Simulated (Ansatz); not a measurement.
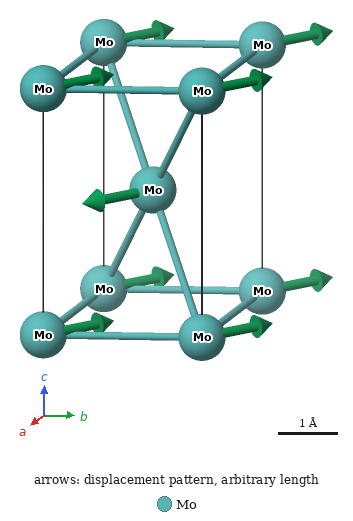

Normal modes of a crystal of Mo, space group Im-3m (No. 229), at the zone centre of a doubled cell. The levels lie at 133, 192, 260 cm⁻¹. One mode is drawn. Displacements are drawn as green arrows; their common scale and sign are arbitrary. The picture is a ball-and-stick view of the cell of the calculation, seen slightly off an axis.

Computed with DFT PBE, scalar-relativistic, plane waves, PAW in Ansatz 0.2.0. Settings: plane-wave cutoff 420 eV; k-point mesh 24 × 24 × 14; occupations gaussian; smearing width 0.15 eV; no spin polarisation.

Question: Which of these frequencies is the drawn mode's?

Answer: The level at 192 cm⁻¹. This is a non-degenerate mode, level 2 of 3, counted from below (the three translations aside). All motion is along [1 −1 0] of the drawn cell; atoms of one kind move against one another, with no net shift of their sublattice. It changes sign from one half of the doubled cell to the other: it belongs to the zone boundary, q = (0, 0, 1/2) in the reciprocal vectors of the undoubled cell.
